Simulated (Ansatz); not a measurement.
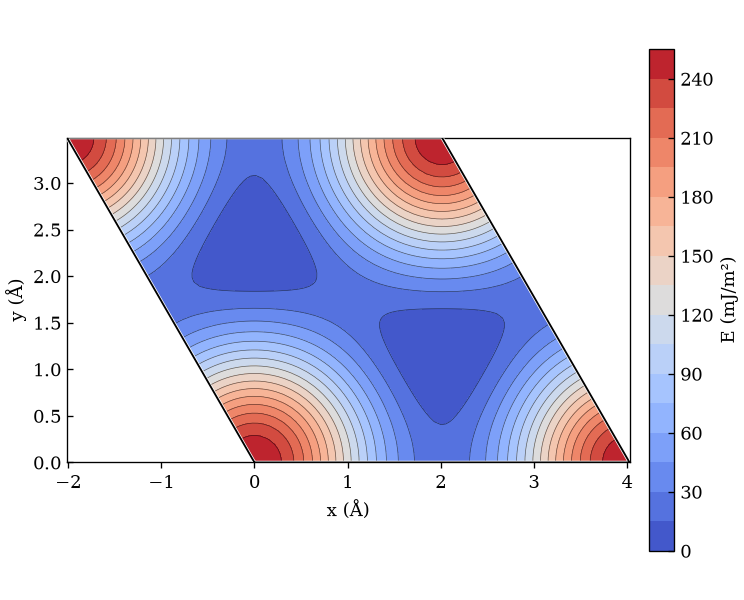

A bilayer of two InSe sheets (8 atoms in the cell). 
- The upper layer of a bilayer is slid over the lower one; relaxed at each slide: nothing; the origin of the map has Se5 above Se4; the distance between the facing planes is held at 3.11 Å.
- Places are given modulo a cell vector. The map is drawn in real space over the plane of the slide.
- The scan uses a 9 × 9 grid; 12 points were computed and 69 follow by symmetry.
- All energies are given in mJ/m² relative to the lowest grid point.
- At a held distance the lowest stacking need not be the one that binds best once the distance relaxes.
- The calculation used Ansatz 0.2.0, DFT PBE+D3(BJ), scalar-relativistic, plane waves, PAW. Settings: cutoff 420 eV, k-mesh 9×9×1, gaussian smearing 0.05 eV, no spin polarisation.

Drawn: filled contours, the outline of one cell of the plane. Between grid points the surface is interpolated.

The lowest grid point is at (3/9, 6/9) of the cell vectors; the map holds 2 wells of about this depth. It is the only kind of minimum in the scanned range. The highest grid point, (0/9, 0/9) of the cell vectors, lies 254 mJ/m² above the lowest. On the interpolated surface the easiest way out of the lowest well to a well of about the same depth near (6/9, 3/9) of the cell vectors passes a barrier of about 20 mJ/m². Facing atoms of the upper layer at the lowest point: Se above a hollow, the In behind them above Se; at the highest: Se above Se, the In behind them above In.

The scan is repeated with another setting: the distance between the facing planes is held at 3.16 Å; all else is set up alike.

What does this change do to the map?

Answer. The lowest place stays at (3/9, 6/9) of the cell vectors. The span from the lowest to the highest grid point shrinks from 254 to 220 mJ/m². The easiest pass out of the lowest well goes from about 20 to about 17 mJ/m² on the interpolated surfaces. Further apart, the short-range repulsion between facing atoms, which depends on the stacking, fades. In the new map: facing atoms of the upper layer at the lowest point: Se above a hollow, the In behind them above Se; at the highest: Se above Se, the In behind them above In.

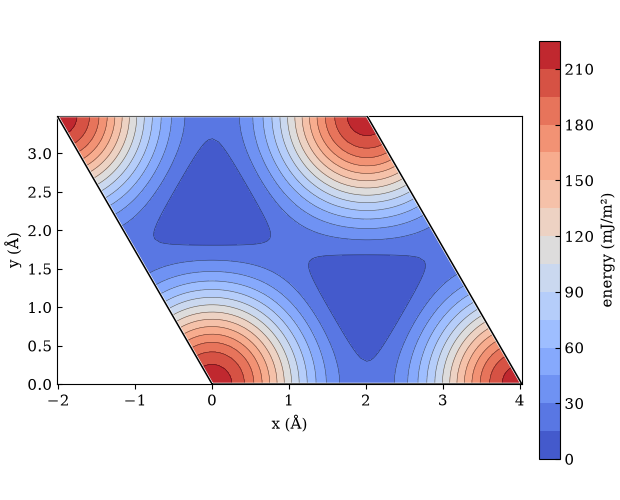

The map after the change, on a colour scale of its own. The picture shows filled contours, the outline of one cell of the plane. Between grid points the surface is interpolated.

PAW datasets: the set soft_1.
